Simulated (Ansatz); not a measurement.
Structure data:

```yaml
crystal:
  lattice:
    - [2.53076, 0.00000, 0.00000]
    - [-1.26538, 2.19171, 0.00000]
    - [0.00000, 0.00000, 8.26182]
  atoms:
    - { symbol: Cu, position: [0.00000, 0.00000, 0.00000] }
    - { symbol: Cu, position: [0.33333, 0.66667, 0.25000] }
    - { symbol: Cu, position: [0.00000, 0.00000, 0.50000] }
    - { symbol: Cu, position: [0.69085, 0.29408, 0.74359] }
```

Describe what this structure looks like.

Answer. The element is copper. The space group is P1: only translations remain. It is a distorted form of a primitive hexagonal structure, space group P6_3/mmc (No. 194) within 0.45 Å: double hexagonal close-packed (α-La type). The cell holds four atoms. Cu is coordinated by twelve Cu at 2.41 to 2.63 Å. The bonds build a three-dimensional framework.

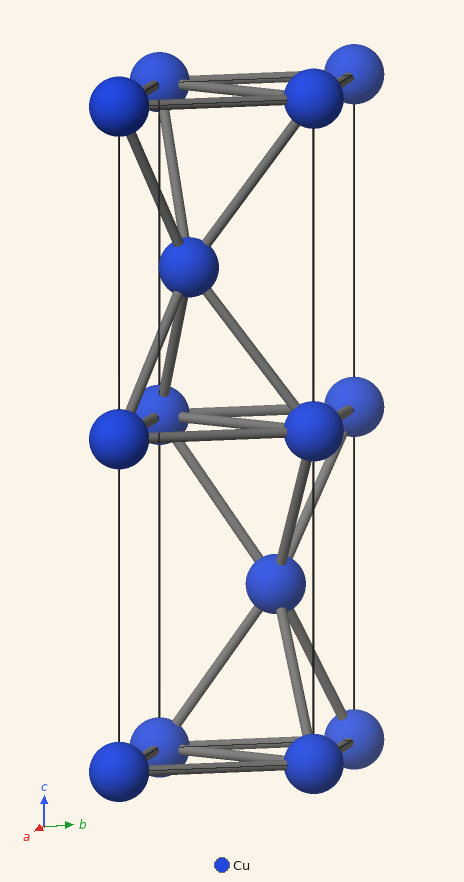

The crystal in a ball-and-stick representation, seen slightly off an axis. Atoms at the boundary of the unit cell (the box) are drawn once for each face, edge or corner they touch. Colours: copper blue.

The cell started as a structure listed in the Materials Project. The cell was then strained or its atoms displaced on purpose. It was set up as input for a calculation with Ansatz.
